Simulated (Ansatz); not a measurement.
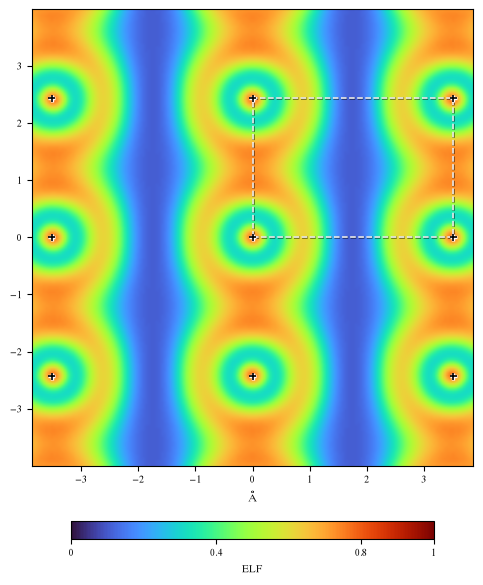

The ELF on a plane through atoms (crosses mark nuclei in the plane).

The calculation used DFT r2SCAN, scalar-relativistic, plane waves, PAW in Ansatz 0.2.0.

Candidates:
A. Si, a = 3.51 Å, b = 3.51 Å, c = 2.43 Å, α = 90.00°, β = 90.00°, γ = 90.00°. Space group I4/mmm; a structure from a database of computed crystals, not necessarily the ambient phase; changed on purpose from its base cell (strain +0.080 along x and y, -0.080 along z, atoms carried along); computed pressure about −2 GPa in this cell.
B. TiAl, a = 3.19 Å, b = 3.20 Å, c = 3.28 Å, α = 89.91°, β = 88.62°, γ = 81.22°. Space group P1; a structure from a database of computed crystals, not necessarily the ambient phase; changed on purpose from its base cell (all atoms moved at random, sigma 0.1 A a component, cell strained at random, sigma 0.06); not relaxed (largest force 1.5 eV/Å); computed without spin polarisation.

Q: Which system is this?

A: Candidate A: Si on the (010) plane of the conventional cell, which holds Si. Si–Si (2.43 Å): the ELF peaks at about 0.75 between the atoms.
